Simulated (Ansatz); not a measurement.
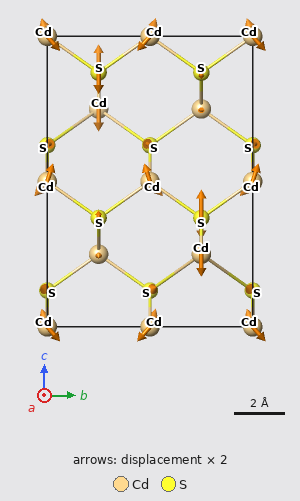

This is a relaxation of a defect cell of composition Cd7S8 (cell charge −2) (started half-way along a vacancy jump, in the symmetry of that start). The starting structure is drawn; orange arrows show the displacements, 2 times their true length.

Style: ball-and-stick. Shown: the conventional cell (2 times the calculation's cell), along the a axis. Lengths and directions refer to the drawn axes.

The calculation used DFT PBEsol, scalar-relativistic, plane waves, PAW in Ansatz 0.2.0. (plane-wave cutoff 420 eV; k-point mesh 4 × 4 × 4; occupations gaussian; smearing width 0.05 eV; no spin polarisation; atoms relaxed in a fixed cell; force threshold 0.02 eV/Å; at most 60 steps)

Question: What did the optimiser do to the structure, and how much energy did it gain?

Answer: Over 6 accepted moves (7 points after the start) the energy falls by 19.000 eV per cell of the calculation. The largest force component goes from 74 to 0.019 eV/Å. 1 step only repeated the SCF at the same geometry. The atom that moves furthest is an S atom (0.57 Å along +c). Largest moves by element: S 0.57 Å, Cd 0.45 Å. The lattice vectors keep their values. Near-neighbour distances that change, for instance: Cd–S 1.456 → 2.480 Å, Cd–S 3.256 → 2.800 Å, Cd–S 2.522 → 2.655 Å, Cd–S 2.522 → 2.405 Å. Bond angles that change, for instance: S–Cd–S 109.5° → 88.2°, S–Cd–S 109.5° → 126.5°, S–Cd–S 109.5° → 125.3°. Cost: 2.7 min on 4 threads of Intel(R) Xeon(R) Platinum 8375C CPU @ 2.90GHz (Ice Lake), with other jobs on the host, peak memory 1.6 GiB.

Limits of the set-up: the periodic images lie only 8.2 Å apart, so the values are limited by the cell's size; the cell is charged, on a uniform background, and energies carry no finite-size correction.
